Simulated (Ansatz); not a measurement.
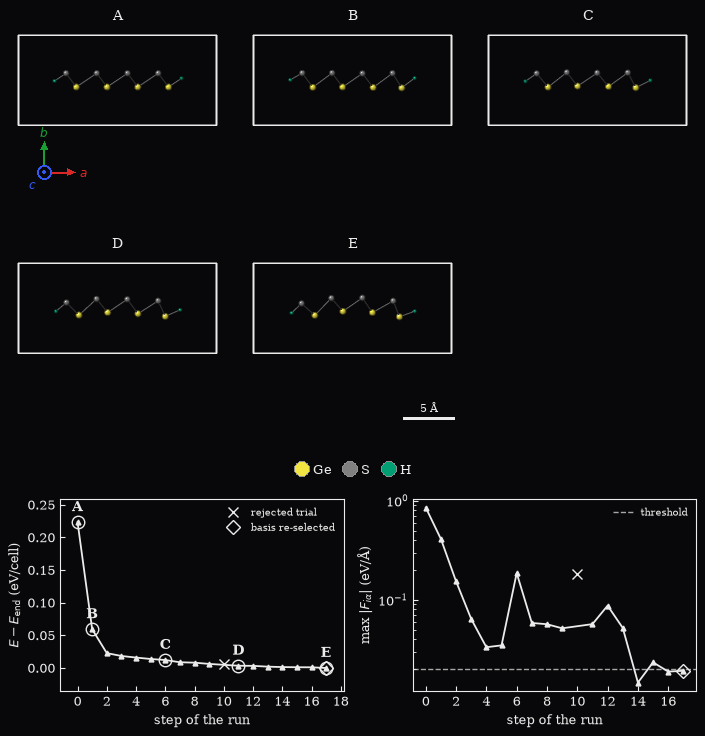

Frames of a relaxation of a wire of composition Ge2HS2, marked on the history of the run. The picture is a ball-and-stick view of the cell of the calculation, with the vacuum cut short, seen along the c axis.

Case: zigzag ribbon, 4 formula units a period, edges capped with H.

Computed with DFT PBE, scalar-relativistic, plane waves, PAW (Ansatz 0.2.0). Set-up: plane-wave cutoff 420 eV; k-point mesh 1 × 1 × 15; occupations gaussian; smearing width 0.05 eV; no spin polarisation; cell relaxed at fixed a, b, alpha, beta, gamma; force threshold 0.02 eV/Å; at most 45 steps.

### Describe the path.

Over 15 accepted moves (17 points after the start) the energy falls by 0.223 eV per cell of the calculation. The largest force component goes from 0.85 to 0.019 eV/Å. The line search rejected the trial step at point 10 of the run. The SCF was repeated once at an unchanged geometry on a basis and grid sized afresh for the cell, which shifted the energy by 1.1 meV per cell of the calculation at most. The atom that moves furthest relative to the centre of the atoms is an H atom (0.51 Å). By element the largest moves are H 0.51 Å, Ge 0.43 Å, S 0.34 Å. Along the periodic axis the drawn cell goes c 3.494 → 3.571 Å (+2.2 %). Some distances before and after: Ge–S 2.429 → 2.328 Å, Ge–S 2.429 → 2.349 Å, Ge–S 2.429 → 2.505 Å, Ge–H 1.540 → 1.597 Å. Among the angles between lasting bonds that change: Ge–S–Ge 92.0° → 84.6°, Ge–S–Ge 92.0° → 86.7°, S–Ge–S 92.0° → 94.5°. The run took 3.1 min on 4 threads of Intel(R) Xeon(R) Platinum 8259CL CPU @ 2.50GHz (Skylake/Cascade Lake), with other jobs on the host, peak memory 1.4 GiB. From step 0 to 1: Ge and H atoms move most (0.19 Å), energy −0.164 eV per cell of the calculation. From step 1 to 6: an H atom moves most (0.23 Å), energy −47.1 meV per cell of the calculation. From step 6 to 11: an H atom moves most (0.20 Å), energy −8.8 meV per cell of the calculation. From step 11 to 17: an H atom moves most (0.18 Å), energy −3.5 meV per cell of the calculation.

```tsv
step	E − E(0), meV/atom	largest force component, eV/Å	note
0	0.00	0.8518	
1	-16.40	0.4107	
2	-20.05	0.1536	
3	-20.49	0.0641	
4	-20.73	0.0333	
5	-20.95	0.0348	
6	-21.11	0.1863	
7	-21.45	0.0585	
8	-21.52	0.0568	
9	-21.70	0.0517	
10	-21.65	0.1804	rejected
11	-21.99	0.0569	
12	-22.00	0.0875	
13	-22.12	0.0521	
14	-22.19	0.0146	
15	-22.22	0.0234	
16	-22.22	0.0189	
17	-22.33	0.0193	same geometry, new basis
```
